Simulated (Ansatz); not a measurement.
Input

```
crystal:
  lattice:
    - [0.0, 1.7717639764, 1.7717639764]
    - [1.7717639764, 0.0, 1.7717639764]
    - [1.7717639764, 1.7717639764, 0.0]
  atoms:
    - { symbol: H, position: [0.0, 0.0, 0.0] }
kpoints:
  mp_grid: { grid: [20, 20, 20] }
scf:
  occupations: { method: fermi_dirac, width: 0.05 }
hamiltonian:
  xc: pbe
  pseudopotentials: { kind: paw }
output:
  forces: true
  stress: true
  write_density: true
  write_potential: true
  elf: true
  volumetric_format: npy
relax:
  f_tol: 0.005
  max_steps: 80
  cell: {}
```

Command:

```sh
ansatz run input.yaml --threads 1 --pin off --max-ram 2048MiB --backend cpu --events-out ev --progress --plain --runs-dir out
```

Below, planes, directions and counts refer to the conventional cell (a = 2.28 Å, b = 2.28 Å, c = 2.28 Å, α = 90.00°, β = 90.00°, γ = 90.00°).

The fields are those of the relaxed geometry.

Space group Fm-3m; a generated structure, not necessarily the stable one; computed without spin polarisation.

These are results of DFT, PBE, PAW with Ansatz's default frozen-core files, scalar-relativistic (Ansatz 0.2.0), not measurements.

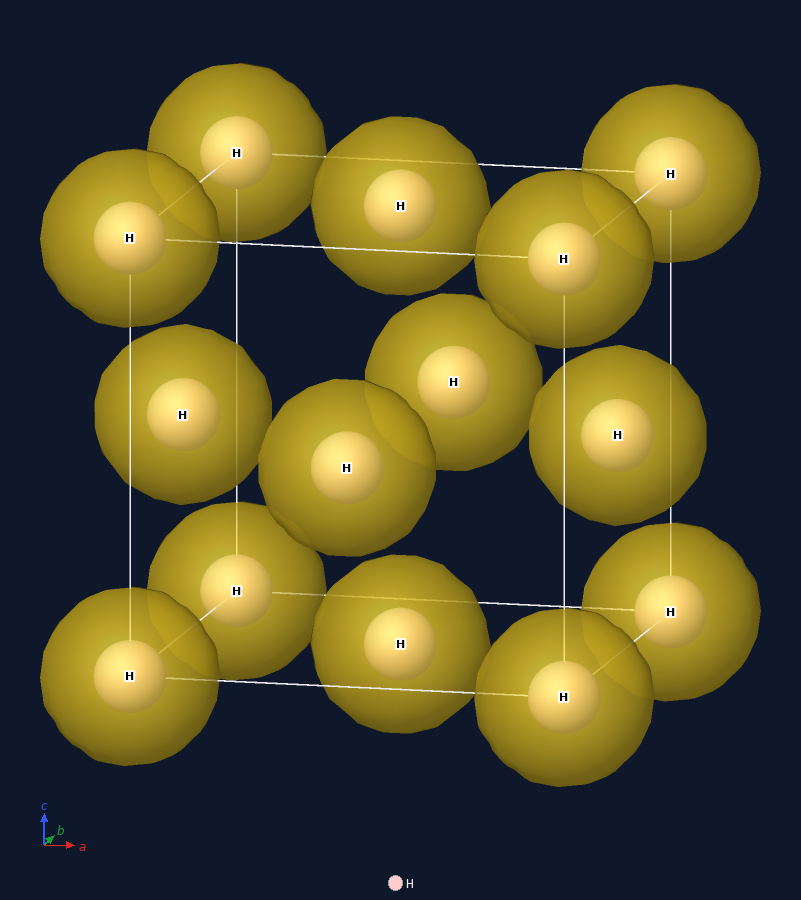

H. Isosurface of the ELF at 0.75 (yellow), seen slightly off an axis. Core shells and regions of very low density are left out.

In a PAW calculation such maps are meaningful between the atoms, not at the nuclei.

> Identify the bonds, lone pairs and shells in this picture.

At this value the surface marks out four regions around hydrogen nuclei, counted in one cell of 4 atoms. Any copies at cell faces, edges or corners count once. Profiles from the grid: H–H (1.61 Å): the ELF is about 0.35 at the midpoint.

> Does the calculation make it a metal, or give it a gap?

It is gapless in this calculation (a metal or semimetal).
